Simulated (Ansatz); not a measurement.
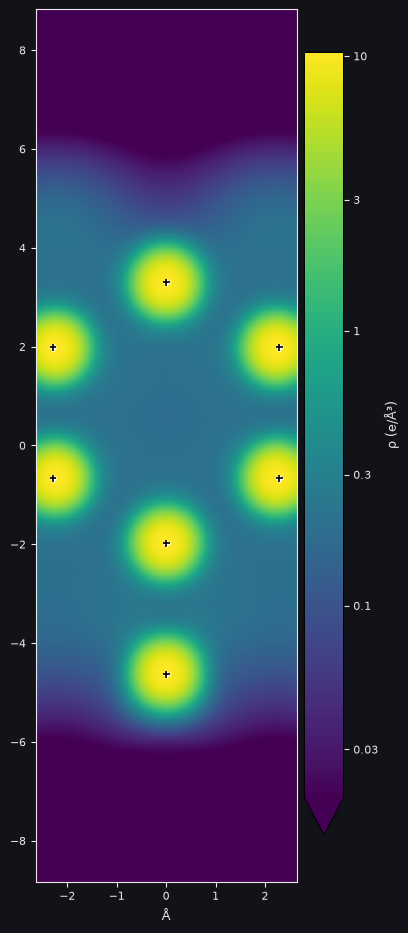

The valence electron density on a plane through atoms (crosses mark nuclei in the plane).

These are results of Ansatz 0.2.0, DFT PBE, scalar-relativistic, plane waves, PAW, not measurements.

Candidates:
A. NbN (slab), a = 3.13 Å, b = 3.13 Å, c = 26.49 Å, α = 90.00°, β = 90.00°, γ = 120.00°. 
B. Ti (slab), a = 2.83 Å, b = 4.58 Å, c = 24.25 Å, α = 90.00°, β = 90.00°, γ = 90.00°. Not relaxed (largest force 0.9 eV/Å); computed without spin polarisation.

**Which candidate gave the map?**

Candidate B: Ti on the (100) plane of the calculation cell, a cut from vacuum to vacuum, which holds Ti. Ti–Ti (2.64 Å): the density is about 0.23 e/Å³ at the midpoint.
